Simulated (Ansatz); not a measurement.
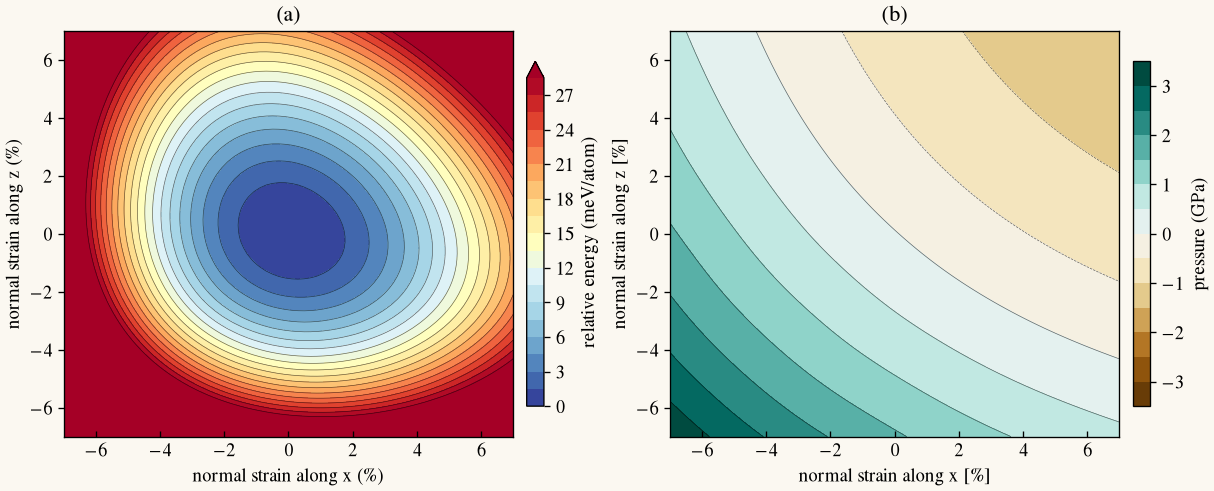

CsSnI3 (Pm-3m, No. 221; 5 atoms in the cell). The energy is mapped over two homogeneous strains (x, y and z along the cube axes). The first coordinate is: normal strain along x; the second: normal strain along z. Nothing is relaxed (symmetry fixes all fractional coordinates). Grid: 7 × 7 points; 28 points were computed and 21 follow by symmetry. Energies: meV/atom, counted from the lowest grid point. The band gap closes in part of the range. Computed with Ansatz, DFT PBE, scalar-relativistic, plane waves, PAW. Settings: cutoff 420 eV, k-mesh 6×6×6, gaussian smearing 0.05 eV, no spin polarisation.

Panel (a) is the energy; panel (b) is the computed pressure, in GPa.

Drawn: filled contours, one colour for all values above the top of the scale. Between grid points the surface is interpolated.

Q: How does the pressure vary over the map, and what is it at the lowest grid point?

A: It runs from −1.40 GPa at normal strain along x = 7.00 %, normal strain along z = 7.00 % to 3.42 GPa at normal strain along x = −7.00 %, normal strain along z = −7.00 %. At the lowest grid point, normal strain along x = 0.00 %, normal strain along z = 0.00 %, it is 0.02 GPa.
